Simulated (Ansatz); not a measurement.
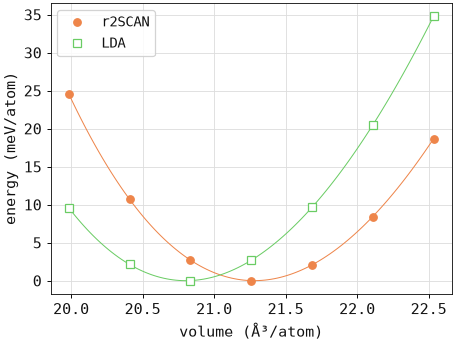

Method: plane-wave DFT, no spin polarisation; energies at scaled volumes of the given cell, shape and fractions fixed, counted from the fit's minimum, third-order Birch-Murnaghan fit (Ansatz 0.2.0). All runs: no spin polarisation.

```csv
setting,value
k mesh,8×8×8
occupations,Fermi–Dirac
smearing width,0.05 eV
potentials,Ansatz PAW
```

Caption: Energy against volume, with one curve for each functional, for Si (space group I4/mmm).

Settings that differ: r2SCAN: density cutoff 2000 eV, wave cutoff 500 eV; LDA: density cutoff 1680 eV, wave cutoff 420 eV.

The fitted equilibrium volumes, smallest first, are LDA 20.802, r2SCAN 21.280 Å³/atom. The fitted bulk moduli, smallest first, are LDA 88.9, r2SCAN 89.4 GPa.

Caveats: shape and atomic fractions are frozen while scaling, which makes layered, chain and framework solids too stiff.
